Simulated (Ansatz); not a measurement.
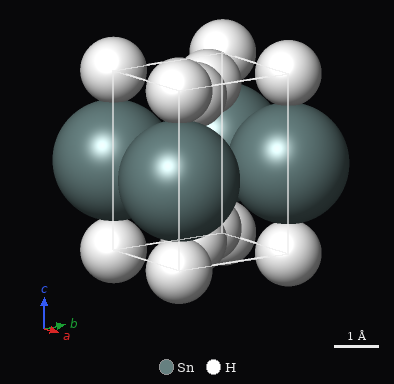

Space-filling drawing of the structure, looking slightly off an axis. The conventional unit cell is drawn as a box. Cell: a = 4.02 Å, b = 4.02 Å, c = 4.12 Å, α = 90.00°, β = 90.00°, γ = 120.00°.

Provenance: a structure type filled with these elements by a generator (whether the compound takes this form wasn't checked). Earlier steps of the study may have refined or changed the cell and positions. It was the input of a calculation with Ansatz.

### Characterise what is shown.

The solid is SnH$_{5}$. The atoms follow space group P6/mmm (No. 191); the Bravais lattice is primitive hexagonal. Counting shared atoms by their share gives 1 Sn, 5 H, or 6 atoms. The Sn atoms are each bonded to two H in a linear arrangement at about 2.1 Å. H takes two kinds of site: 4h with one H at about 0.8 Å; 1a with two Sn in a linear arrangement at about 2.1 Å.

Results below were computed with DFT PBE, scalar-relativistic, plane waves, PAW (Ansatz); the settings were plane-wave cutoff 420 eV, a 12×12×10 k-point grid, Gaussian smearing of 0.1 eV, no spin polarisation.

### How large a gap does the method give, if there is one?

A metal: bands cross the Fermi level.

### Predict the Bader charges.

Sn +0.54 e; H -0.30 to -0.06 e.

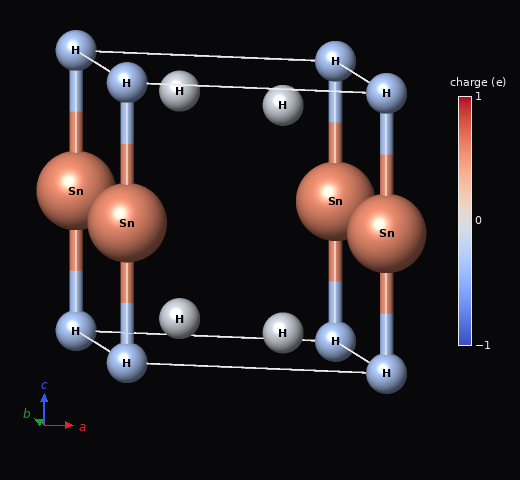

The atoms coloured by those charges. The run's cell of 6 atoms is drawn.

### Does this geometry sit at a stationary point of the energy?

Yes. All forces vanish to within 0.01 eV/Å. The pressure is 0.0 GPa, close to zero.
